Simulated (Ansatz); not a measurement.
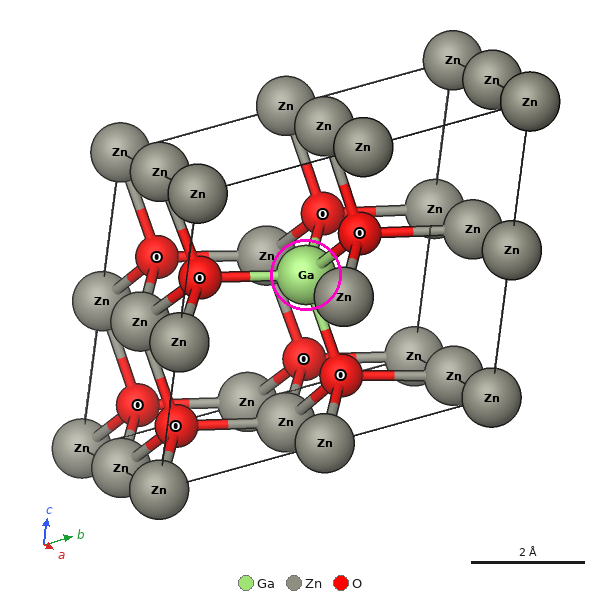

The figure gives a ball-and-stick picture of the atoms, viewed slightly off an axis. The lines enclose the supercell; boundary atoms appear with their images. The host is ZnO, in a cell of 16 sites, and the cell is neutral. A ring marks the defect's site.

Question: Identify the point defect.

Answer: Gallium on a zinc site (a substitutional impurity). It is bonded to four O in a tetrahedral arrangement at about 1.9 Å.

Results below were computed with DFT PBE, scalar-relativistic, plane waves, PAW in Ansatz; the settings were plane waves up to 420 eV, a 3×3×3 sampling of the Brillouin zone, Gaussian smearing of 0.01 eV, collinear spins.

Question: Is a magnetic moment found?

Answer: Yes, 0.1 μB in the cell.

The atoms were relaxed in the host's cell with DFT PBE, scalar-relativistic, plane waves, PAW (Ansatz 0.2.0).
